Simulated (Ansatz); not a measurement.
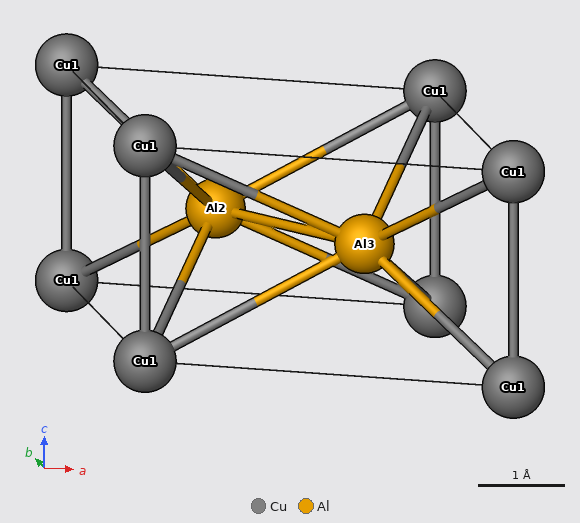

Crystalline Al₂Cu (a generated structure, set up in P6/mmm), before the relaxation. A ball-and-stick model of the cell of the calculation, seen slightly off an axis.

Case: Ag → Cu, B → Al on all its sites, cell and atoms relaxed.

Computed with Ansatz 0.2.0, DFT PBEsol, scalar-relativistic, plane waves, PAW.

Input
```yaml
crystal:
  lattice:
    - [4.5284945996, 0.0, 0.0]
    - [-2.2642472998, 3.9217913642, 0.0]
    - [0.0, 0.0, 2.572768199]
  atoms:
    - { symbol: Cu, position: [0.0, 0.0, 0.0] }
    - { symbol: Al, position: [0.3333333333, 0.6666666667, 0.5] }
    - { symbol: Al, position: [0.6666666667, 0.3333333333, 0.5] }
basis:
  ecutwfc: 420
kpoints:
  mp_grid: { grid: [12, 12, 16] }
hamiltonian:
  xc: pbesol
scf:
  occupations: { method: gaussian, width: 0.1 }
output:
  forces: true
  stress: true
  eigenvalues: true
  write_density: true
  write_potential: true
  elf: true
  volumetric_format: npy
relax:
  adjacent_minimum: "off"
  f_tol: 0.01
  max_steps: 60
  cell: { stress_tol: 0.1 }
```

Launched with:
```bash
ansatz run input.yaml --threads 1 --pin off --max-ram 2560MiB --backend cpu --events-out ev --progress --plain --runs-dir out
```

Q: Where does the relaxation end?

A: No atom moves by more than 0.005 Å relative to the cell. Cell: a = b 4.528 → 4.463 Å (−1.5 %), c 2.573 → 2.634 Å (+2.4 %). Volume −0.6 %. Among the contacts that change: Cu1–Cu1 2.573 → 2.634 Å, Al2–Al2 2.573 → 2.634 Å, Al2–Al3 2.615 → 2.577 Å, Cu1–Al2 2.914 → 2.894 Å. The space group stays P6/mmm (No. 191). The energy falls by 4.8 meV per atom in 4 accepted moves (5 points after the start). All forces vanish by symmetry, so only the cell relaxes. Pressure: −0.16 GPa at the start and 0.01 GPa at the end. At 1 point the geometry stayed and the basis and grid were re-selected for the new cell (energy shift of less than 0.05 meV per atom at most each time). The run took 57 s on 1 thread of Arm Neoverse V1, with other jobs on the host, peak memory 0.35 GiB.

After the run, drawn alike:

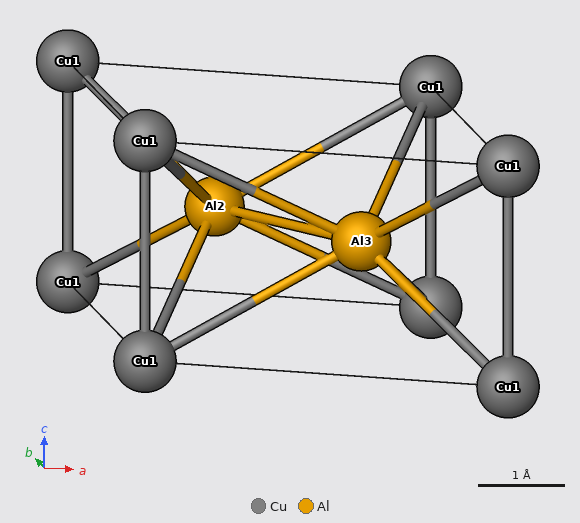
